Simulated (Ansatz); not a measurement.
**Geometry relaxation, with input and output: SnS (part 2 of 2)**

SnS (Pnma, 8 atoms in the cell); DFT PBE, scalar-relativistic, plane waves, PAW, no spin polarisation (Ansatz 0.2.0); cutoff 420 eV, 4×8×6 k-mesh, Gaussian smearing of 0.02 eV. The structure was made by a generator, so it may or may not be a known phase.

Geometry of the input (Å; fractional positions):
```
11.3200  0.0000  0.0000
0.0000  4.0500  0.0000
0.0000  0.0000  4.2420
Sn 0.6220  0.2500  0.5981
Sn 0.8780  0.7500  0.0981
Sn 0.1220  0.2500  0.9019
Sn 0.3780  0.7500  0.4019
S  0.3507  0.2500  0.9790
S  0.1493  0.7500  0.4790
S  0.8507  0.2500  0.5210
S  0.6493  0.7500  0.0210
```

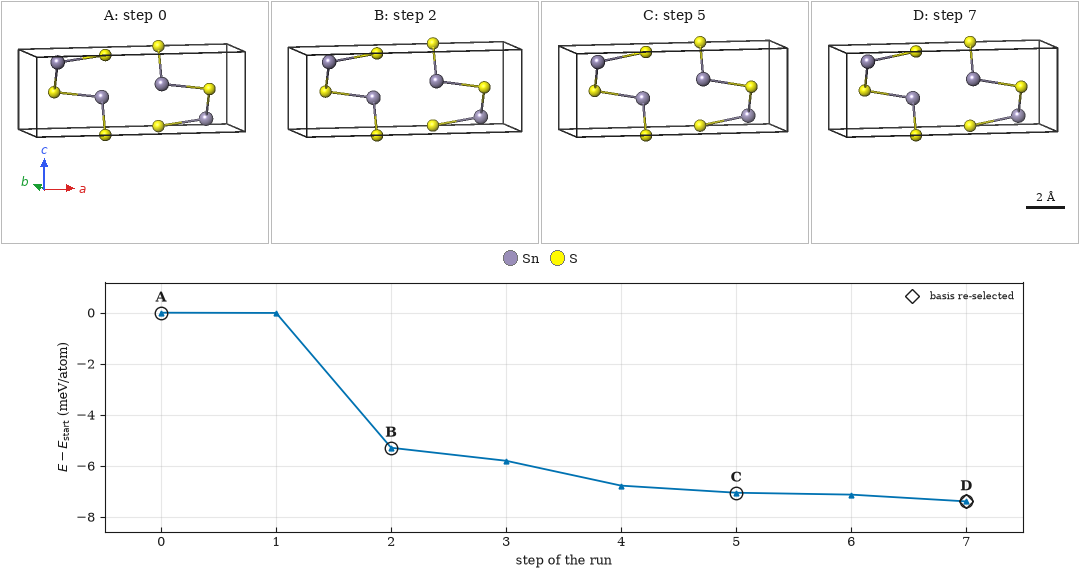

Figure 1. Frames of the relaxation (ball-and-stick view of the cell of the calculation, seen slightly off an axis) above the curves, on which the letters mark them (the first geometry is step 0 here and step 1 in the log).

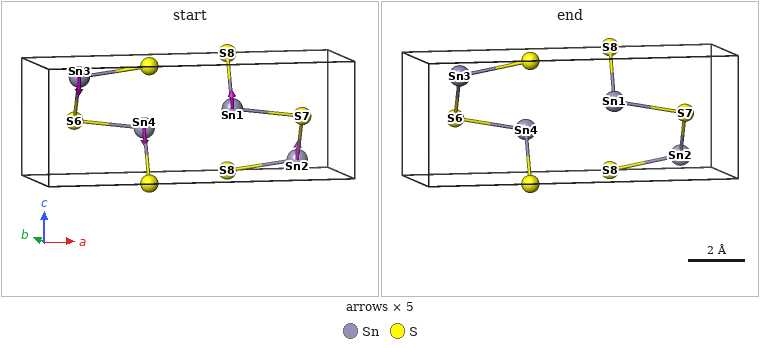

Figure 2. Before (left) and after (right) the relaxation, at one scale (ball-and-stick view of the cell of the calculation, seen slightly off an axis). The pink arrows give the displacements (without the part carried along by the change of the cell), magnified 5 times. The largest moves relative to the cell, 0.14 Å, are those of Sn1, Sn2, Sn3 and Sn4. Largest moves by element: Sn 0.14 Å, S 0.01 Å. The volume changes by +5.4 %, with a 11.320 → 11.447 Å (+1.1 %), b 4.050 → 4.025 Å (−0.6 %), c 4.242 → 4.447 Å (+4.8 %). Distances before and after: Sn1–S7 2.609 → 2.657 Å, Sn1–S8 2.723 → 2.686 Å. Among the angles that change: Sn3–S5–Sn4 101.3° → 103.6°. The space group stays Pnma (No. 62). After 6 geometry steps the energy has fallen by 7.1 meV per atom. The largest force component goes from 0.1 to 0.0037 eV/Å. Pressure: 1.45 GPa at the start and 0.00 GPa at the end. A last SCF at the same geometry on a re-selected plane-wave basis shifts the energy by −0.3 meV per atom. (Atoms are counted from 1 in the order of the input.)

```
basis re-selected at this cell: Δ(F+E_penalty+E_count) = -2.122e-3 eV, ΔP = +0.001 GPa vs the last step (what re-selecting the basis moved, of the pressure what is left beyond the Pulay correction that the steps carried, after the strain that the cell walked since its last selection, with what the two solves' SCF thresholds leave and, on support functions, any second-order correction that the steps lacked; it is no measure of the basis error at this ecutwfc). The dense FFT grid was sized anew with the basis: this SCF ran on 80×27×30 points, the steps before it on 80×30×30, so part of this shift can come from that change (see relax.cell in the input reference). This SCF's stress stands 1.74e-2 GPa from its target on what of the cell is left free (relax.cell.stress_tol is 5.00e-2 GPa) and its largest allowed force component is 3.70e-3 eV/Å (relax.f_tol is 1.00e-2 eV/Å): within both
SCF converged after 5 iterations
Free energy (F): -27708.747578 eV
Harris-Foulkes:  -27708.747578 eV  (|F-HF|=7.28e-12)
Internal energy: -27708.747578 eV  (E = F + TS)
E sigma→0 (E₀):  -27708.747578 eV
Fermi energy:    7.869287 eV
--- Per-component energies (eV) ---
  E_band       = -458.818418
  E_kinetic    = 1164.612048
  E_local      = -4499.919966  (includes V_loc(G=0)·N_el)
  E_nonlocal   = -16.614007
  E_hartree    = 2524.857294
  E_xc         = -1919.385517
  E_vxc        = -733.302202  (∫ρ·V_xc dr)
  E_paw        = -18935.728178  (= ΣΔE_a)
  E_vpaw       = -1423.308931  (= ΣTr[D̂ρ^β])
  E_aug_tail   = 0.000005  (compensation charges beyond the density's cutoff)
  E_ewald      = -6026.569258
  E_smearing   = -0.000000  (= −TS)
  E_closure    = -0.000000  (closes the sum)
  Σ components = -27708.747578   (vs F -27708.747578, Δ=0.00e0)
--- Forces (eV/Å), atoms counted from 1 ---
  atom   1  Sn     0.00307650    -0.00000000     0.00240566
  atom   2  Sn    -0.00307650    -0.00000000     0.00240566
  atom   3  Sn     0.00307650     0.00000000    -0.00240566
  atom   4  Sn    -0.00307650     0.00000000    -0.00240566
  atom   5  S     -0.00345709    -0.00000000     0.00369711
  atom   6  S      0.00345709    -0.00000000     0.00369711
  atom   7  S     -0.00345709     0.00000000    -0.00369711
  atom   8  S      0.00345709     0.00000000    -0.00369711
  max |Σ_I F_I| component: 1.30e-18 eV/Å
--- Stress (GPa, compression-positive) ---
       -0.017425      -0.000000      -0.000000
       -0.000000      -0.010484      -0.000000
       -0.000000      -0.000000       0.013820
  P = ⅓ Tr σ = -0.0047 GPa (-0.047 kbar)
--- Band table (eV; the first three rows and the last of 60) ---
  k-point 0: bands = ["-13.7502", "-13.7399", "-13.7333", "-13.7285", "-13.7245", "-13.7210", "-13.7199", "-13.7164", "-13.7081", "-13.7070", "-13.6997", "-13.6920", "-13.6900", "-13.6879", "-13.6711", "-13.6681", "-13.6606", "-13.6596", "-13.6568", "-13.6496", "-6.0253", "-5.7572", "-4.8635", "-4.4690", "0.4367", "1.3541", "2.2077", "2.8049", "2.8900", "4.0494", "4.2266", "4.3003", "4.4170", "4.5579", "5.2750", "5.4779", "5.6998", "6.3439", "6.7545", "6.9946", "8.5534", "10.4321", "10.4341", "10.4396", "10.8106", "11.2481", "11.4589", "12.3234"]
  k-point 1: bands = ["-13.7486", "-13.7389", "-13.7338", "-13.7287", "-13.7256", "-13.7217", "-13.7212", "-13.7171", "-13.7051", "-13.7040", "-13.6990", "-13.6913", "-13.6905", "-13.6878", "-13.6709", "-13.6674", "-13.6613", "-13.6588", "-13.6582", "-13.6502", "-5.9109", "-5.6505", "-4.8664", "-4.5104", "0.1106", "1.1443", "1.6673", "2.2793", "2.8703", "4.2867", "4.3729", "4.6889", "4.7505", "5.0160", "5.3366", "5.7207", "5.8428", "6.4406", "6.8063", "6.9931", "8.7117", "9.5715", "10.4453", "10.5098", "10.6452", "10.6906", "11.7253", "11.8227"]
  k-point 2: bands = ["-13.7445", "-13.7363", "-13.7356", "-13.7299", "-13.7274", "-13.7253", "-13.7215", "-13.7190", "-13.6980", "-13.6976", "-13.6970", "-13.6920", "-13.6909", "-13.6881", "-13.6697", "-13.6657", "-13.6635", "-13.6612", "-13.6569", "-13.6520", "-5.6030", "-5.3612", "-4.9492", "-4.6733", "-0.2838", "0.5816", "0.8600", "1.5505", "3.2449", "4.5564", "4.7613", "5.0334", "5.4026", "5.4228", "5.4841", "5.6854", "6.1636", "6.9186", "6.9391", "7.3402", "8.7001", "9.3378", "9.3952", "9.9426", "9.9523", "10.4369", "10.6880", "11.1928"]
  k-point 59: bands = ["-13.7476", "-13.7476", "-13.7476", "-13.7476", "-13.7138", "-13.7138", "-13.7138", "-13.7138", "-13.6973", "-13.6973", "-13.6973", "-13.6973", "-13.6791", "-13.6791", "-13.6791", "-13.6791", "-13.6518", "-13.6518", "-13.6518", "-13.6518", "-4.6515", "-4.6515", "-4.6515", "-4.6515", "0.8478", "0.8478", "0.8478", "0.8478", "3.1402", "3.1402", "3.1402", "3.1402", "3.8700", "3.8700", "3.8700", "3.8700", "5.9429", "5.9429", "5.9429", "5.9429", "10.2036", "10.2036", "10.2036", "10.2036", "11.8478", "11.8478", "11.8478", "11.8478"]
--- Relaxed structure (7 steps of the walk, 7 accepted, 1 SCFs on fresh bases) ---
  F+E_penalty+E_count = -27708.74757834 eV   max|allowed force component| = 3.697e-3 eV/Å   (the final SCF, on the basis selected at the relaxed cell)
  cell:  # Å, volume = 204.9024 Å³
    - [11.44669227141437, 3.5748113506568897e-32, -1.2605913710211138e-32]
    - [1.2789741206587048e-32, 4.025428776685403, 9.494135957324497e-18]
    - [-4.723877092200435e-33, 9.944228096538463e-18, 4.446875667515731]
  atoms:
    - { symbol: Sn, position: [0.6215861456539638, 0.25, 0.629778974554931] }
    - { symbol: Sn, position: [0.8784138543460359, 0.75, 0.12977897455493098] }
    - { symbol: Sn, position: [0.12158614565396383, 0.25, 0.8702210254450691] }
    - { symbol: Sn, position: [0.37841385434603614, 0.75, 0.37022102544506896] }
    - { symbol: S, position: [0.3500031517349667, 0.25, 0.976820368782687] }
    - { symbol: S, position: [0.14999684826503332, 0.75, 0.476820368782687] }
    - { symbol: S, position: [0.8500031517349664, 0.25, 0.5231796312173129] }
    - { symbol: S, position: [0.6499968482650332, 0.75, 0.02317963121731303] }
```

Trajectory as extended XYZ (Å, eV, eV/Å), 8 frames, from step=1 to step=8
```
8
Lattice="11.3200 0.0000 0.0000 0.0000 4.0500 0.0000 0.0000 0.0000 4.2420" Properties=species:S:1:pos:R:3:forces:R:3 step=1 energy=-27708.68845 pressure_GPa=1.45
Sn    7.0410    1.0125    2.5371   -0.0762   0.0000   0.0571
Sn    9.9390    3.0375    0.4161    0.0762   0.0000   0.0571
Sn    1.3810    1.0125    3.8259   -0.0762   0.0000  -0.0571
Sn    4.2790    3.0375    1.7049    0.0762   0.0000  -0.0571
S     3.9699    1.0125    4.1529    0.1036   0.0000   0.0555
S     1.6901    3.0375    2.0319   -0.1036   0.0000   0.0555
S     9.6299    1.0125    2.2101    0.1036   0.0000  -0.0555
S     7.3501    3.0375    0.0891   -0.1036   0.0000  -0.0555
8
Lattice="11.8314 0.0000 0.0000 0.0000 4.1416 0.0000 0.0000 0.0000 4.3814" Properties=species:S:1:pos:R:3:forces:R:3 step=2 energy=-27708.68853 pressure_GPa=-1.17
Sn    7.4423    1.0354    2.6730   -0.0212   0.0000   0.0353
Sn   10.3049    3.1062    0.4823    0.0212   0.0000   0.0353
Sn    1.5265    1.0354    3.8991   -0.0212   0.0000  -0.0353
Sn    4.3892    3.1062    1.7084    0.0212   0.0000  -0.0353
S     4.1275    1.0354    4.3253   -0.0621   0.0000   0.0209
S     1.7882    3.1062    2.1346    0.0621   0.0000   0.0209
S    10.0432    1.0354    2.2468   -0.0621   0.0000  -0.0209
S     7.7040    3.1062    0.0561    0.0621   0.0000  -0.0209
8
Lattice="11.6669 0.0000 0.0000 0.0000 4.0717 0.0000 0.0000 0.0000 4.3517" Properties=species:S:1:pos:R:3:forces:R:3 step=3 energy=-27708.73077 pressure_GPa=-0.27
Sn    7.2978    1.0179    2.6845   -0.0356   0.0000   0.0487
Sn   10.2026    3.0538    0.5087    0.0356   0.0000   0.0487
Sn    1.4643    1.0179    3.8431   -0.0356   0.0000  -0.0487
Sn    4.3692    3.0538    1.6672    0.0356   0.0000  -0.0487
S     4.0650    1.0179    4.2376    0.0338   0.0000   0.0604
S     1.7685    3.0538    2.0617   -0.0338   0.0000   0.0604
S     9.8985    1.0179    2.2900    0.0338   0.0000  -0.0604
S     7.6019    3.0538    0.1142   -0.0338   0.0000  -0.0604
8
Lattice="11.5386 0.0000 0.0000 0.0000 4.0477 0.0000 0.0000 0.0000 4.3545" Properties=species:S:1:pos:R:3:forces:R:3 step=4 energy=-27708.73485 pressure_GPa=0.02
Sn    7.1943    1.0119    2.6359    0.0007   0.0000   0.0664
Sn   10.1136    3.0357    0.4587   -0.0007   0.0000   0.0664
Sn    1.4250    1.0119    3.8959    0.0007   0.0000  -0.0664
Sn    4.3443    3.0357    1.7186   -0.0007   0.0000  -0.0664
S     4.0287    1.0119    4.2919    0.0248   0.0000   0.0408
S     1.7406    3.0357    2.1146   -0.0248   0.0000   0.0408
S     9.7980    1.0119    2.2399    0.0248   0.0000  -0.0408
S     7.5098    3.0357    0.0626   -0.0248   0.0000  -0.0408
8
Lattice="11.4899 0.0000 0.0000 0.0000 4.0361 0.0000 0.0000 0.0000 4.3938" Properties=species:S:1:pos:R:3:forces:R:3 step=5 energy=-27708.74264 pressure_GPa=0.28
Sn    7.1569    1.0090    2.7282   -0.0386   0.0000  -0.0218
Sn   10.0780    3.0270    0.5313    0.0386   0.0000  -0.0218
Sn    1.4119    1.0090    3.8625   -0.0386   0.0000   0.0218
Sn    4.3330    3.0270    1.6656    0.0386   0.0000   0.0218
S     4.0199    1.0090    4.3116    0.0008   0.0000  -0.0306
S     1.7250    3.0270    2.1147   -0.0008   0.0000  -0.0306
S     9.7649    1.0090    2.2791    0.0008   0.0000   0.0306
S     7.4700    3.0270    0.0822   -0.0008   0.0000   0.0306
8
Lattice="11.4487 0.0000 0.0000 0.0000 4.0347 0.0000 0.0000 0.0000 4.4273" Properties=species:S:1:pos:R:3:forces:R:3 step=6 energy=-27708.74487 pressure_GPa=0.04
Sn    7.1165    1.0087    2.7934   -0.0016   0.0000  -0.0081
Sn   10.0565    3.0261    0.5797    0.0016   0.0000  -0.0081
Sn    1.3922    1.0087    3.8476   -0.0016   0.0000   0.0081
Sn    4.3321    3.0261    1.6339    0.0016   0.0000   0.0081
S     4.0077    1.0087    4.3147   -0.0011   0.0000   0.0028
S     1.7167    3.0261    2.1010    0.0011   0.0000   0.0028
S     9.7320    1.0087    2.3263   -0.0011   0.0000  -0.0028
S     7.4410    3.0261    0.1126    0.0011   0.0000  -0.0028
8
Lattice="11.4467 0.0000 0.0000 0.0000 4.0254 0.0000 0.0000 0.0000 4.4469" Properties=species:S:1:pos:R:3:forces:R:3 step=7 energy=-27708.74546 pressure_GPa=-0.01
Sn    7.1151    1.0064    2.8005    0.0027   0.0000   0.0021
Sn   10.0549    3.0191    0.5771   -0.0027   0.0000   0.0021
Sn    1.3918    1.0064    3.8698    0.0027   0.0000  -0.0021
Sn    4.3316    3.0191    1.6463   -0.0027   0.0000  -0.0021
S     4.0064    1.0064    4.3438   -0.0032   0.0000   0.0034
S     1.7170    3.0191    2.1204    0.0032   0.0000   0.0034
S     9.7297    1.0064    2.3265   -0.0032   0.0000  -0.0034
S     7.4403    3.0191    0.1031    0.0032   0.0000  -0.0034
8
Lattice="11.4467 0.0000 0.0000 0.0000 4.0254 0.0000 0.0000 0.0000 4.4469" Properties=species:S:1:pos:R:3:forces:R:3 step=8 energy=-27708.74758 pressure_GPa=-0.00
Sn    7.1151    1.0064    2.8005    0.0031   0.0000   0.0024
Sn   10.0549    3.0191    0.5771   -0.0031   0.0000   0.0024
Sn    1.3918    1.0064    3.8698    0.0031   0.0000  -0.0024
Sn    4.3316    3.0191    1.6463   -0.0031   0.0000  -0.0024
S     4.0064    1.0064    4.3438   -0.0035   0.0000   0.0037
S     1.7170    3.0191    2.1204    0.0035   0.0000   0.0037
S     9.7297    1.0064    2.3265   -0.0035   0.0000  -0.0037
S     7.4403    3.0191    0.1031    0.0035   0.0000  -0.0037
```

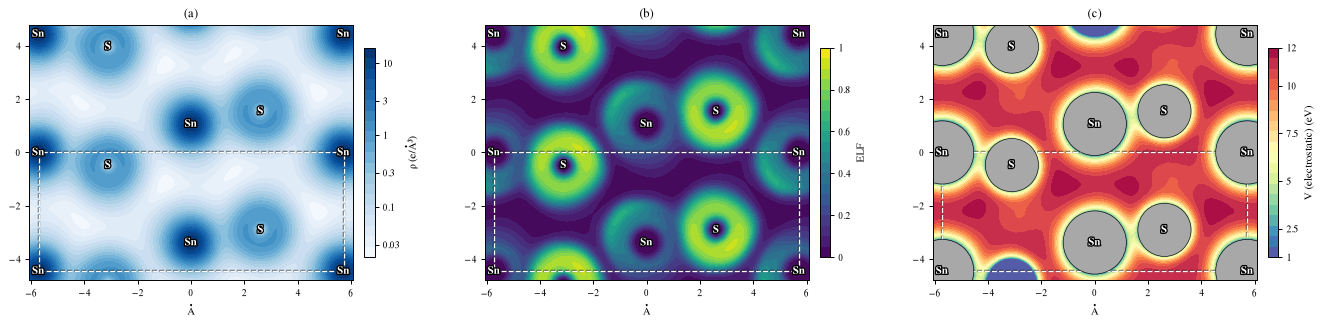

Figure 3. (a) valence charge density (pseudo); (b) ELF; (c) electrostatic potential (local pseudopotential plus Hartree) felt by an electron on the (010) plane of the conventional cell. Grey discs, where drawn, cover atomic cores. Sn–S (2.66 Å): ρ is about 0.37 e/Å³ halfway; the ELF is about 0.50 at the midpoint. Away from the nuclei the density in this plane falls to 0.02 e/Å³ at its lowest. Outside the cores the potential energy rises away from the atoms and is highest about 2.0 Å from the nearest atoms; outside the discs it spans about 10 eV, and its zero is arbitrary. The fields are those of the smooth PAW valence density.

Summary

| quantity | value |
| --- | --- |
| outcome | converged |
| space group (tolerance 0.01 Å) | Pnma (62) |
| electrons treated | 80 |
| free energy | −27708.7476 eV |
| Fermi energy | 7.869 eV |
| gap on the k-point mesh | 1.05 eV |
| pressure | 0.00 GPa |
| final volume | 204.90 Å³ |
| largest force (length of the vector) at the end | 0.005 eV/Å |
| final cell | a = 11.447 Å, b = 4.025 Å, c = 4.447 Å, α = 90.00°, β = 90.00°, γ = 90.00° |
| wall time | 6.5 min |
| peak memory | 0.69 GiB |
